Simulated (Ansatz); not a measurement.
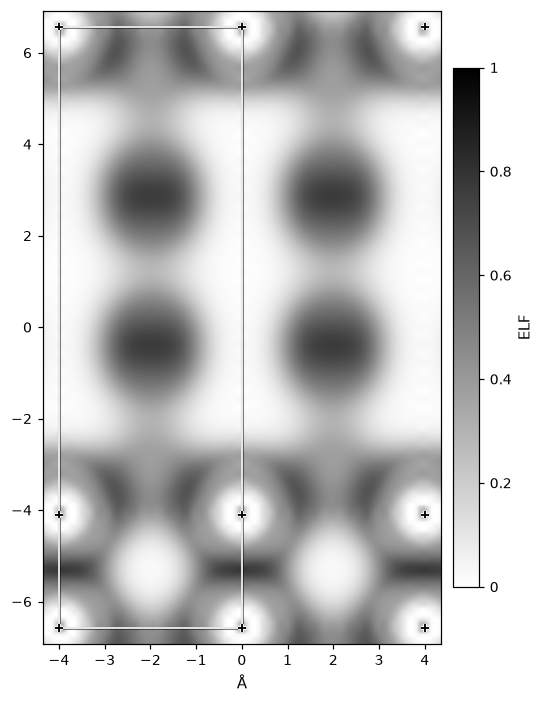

The electron localisation function on a plane through atoms (crosses mark nuclei in the plane).

The calculation used Ansatz 0.2.0, DFT PBEsol, scalar-relativistic, plane waves, PAW.

Candidates:
A. Ge, a = 4.00 Å, b = 4.00 Å, c = 13.15 Å, α = 90.00°, β = 90.00°, γ = 120.00°. Space group P6₃/mmc; a structure from a database of computed crystals, not necessarily the ambient phase.
B. TaN, a = 2.92 Å, b = 2.92 Å, c = 2.87 Å, α = 90.00°, β = 90.00°, γ = 120.00°. Space group P-6m2.

### Which system is this?

Candidate A: Ge on the (100) plane of the conventional cell, which holds Ge. Ge–Ge (2.47 Å): the ELF peaks at about 0.80 between the atoms.
